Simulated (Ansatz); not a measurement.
**KBr: density, localisation and related maps**

The calculation's input:

```
crystal:
  lattice:
    - [-0.040940122, 3.6882992785, 3.6882992785]
    - [3.6882992785, -0.040940122, 3.6882992785]
    - [3.6473591566, 3.6473591566, 0.0]
  atoms:
    - { symbol: K, position: [-0.0025279309, -0.0025279309, 0.0025279309] }
    - { symbol: Br, position: [0.2525279309, 0.2525279309, 0.2474720691] }
kpoints:
  mp_grid: { grid: [6, 6, 6] }
  band_path:
    path:
      - [0.0, 0.0, 0.0]
      - [-0.5, -0.5, 0.0]
      - [-0.375, -0.375, 0.25]
      - [-0.375, 0.0, 0.375]
      - [0.0, 0.0, 0.5]
      - [-0.5, -0.25, 0.25]
      - [-0.225, 0.0, 0.225]
    npoints: 1
hamiltonian:
  xc: r2scan
scf:
  occupations: { method: fixed }
  n_extra_bands: 4
output:
  forces: true
  stress: true
  eigenvalues: true
  write_density: true
  write_potential: true
  elf: true
  volumetric_format: npy
```

Launched as:

```sh
ansatz run input.yaml --threads 4 --pin off --max-ram 3686MiB --backend cpu --events-out ev --progress --plain --runs-dir out
```

Below, planes, directions and counts refer to the conventional cell (a = 5.16 Å, b = 5.27 Å, c = 7.38 Å, α = 90.00°, β = 90.00°, γ = 90.00°).

Space group Imm2; started from the zincblende prototype, which need not be the ambient phase; changed on purpose from its base cell (shear xy strain -2.2%).

Level of theory: Ansatz, DFT, r2SCAN, plane waves, PAW.

In a PAW calculation such maps are meaningful between the atoms, not at the nuclei.

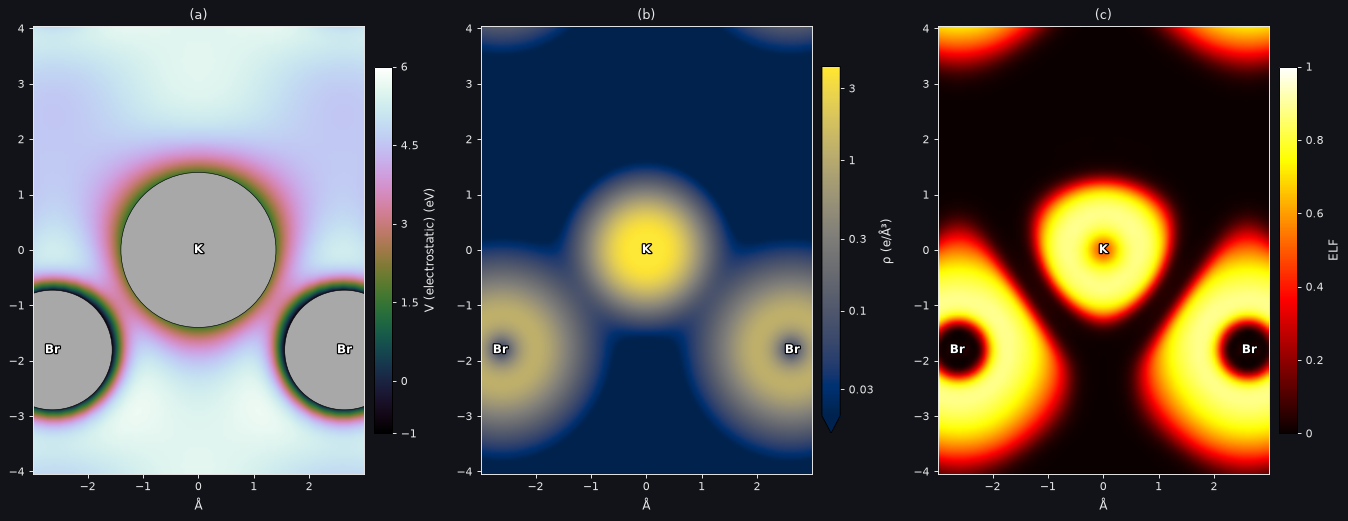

Figure 1. (a) electrostatic potential (local pseudopotential plus Hartree) felt by an electron; (b) valence pseudo-density; (c) ELF on the (100) plane of the conventional cell. Grey discs cover the atomic cores in the potential map.

### Read the bonding off the picture.

- The section cuts through K and Br sites.
- K–Br (3.20 Å): ρ at the midpoint is about 0.11 e/Å³, with its minimum of 0.09 e/Å³ about 1.4 Å from K; the ELF is about 0.15 at the midpoint and 0.05 at its lowest between the atoms: a largely ionic contact.
- The density dies away to nearly zero in the voids.
- The features right at K lie inside the PAW spheres, where the map follows smoothed inner orbitals and isn't to be read closely.
- Outside the cores the potential energy rises away from the atoms and is highest about 1.9 Å from the nearest atoms; its zero is arbitrary.

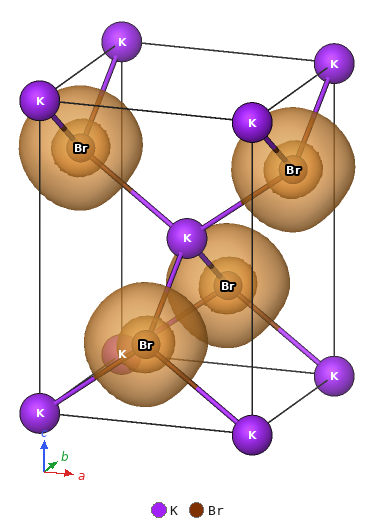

Figure 2. Isosurface of the electron localisation function at 0.75 (orange), seen slightly off an axis. Core shells and regions of very low density are left out. Sticks mark near contacts.

### Identify the bonds, lone pairs and shells in this picture.

The ELF exceeds this value in two regions wrapped around Br (the valence shell of each), counted in one cell of 4 atoms. Regions shared between cells count once. Along the contacts the grid gives the following. K–Br (3.19 Å): the ELF is about 0.15 at the midpoint and 0.05 at its lowest between the atoms (a largely ionic contact).

### Does the calculation make it a metal, or give it a gap?

It is gapped, with a Kohn–Sham gap of 4.8 eV on the k-point mesh, an upper bound to the gap of this method.
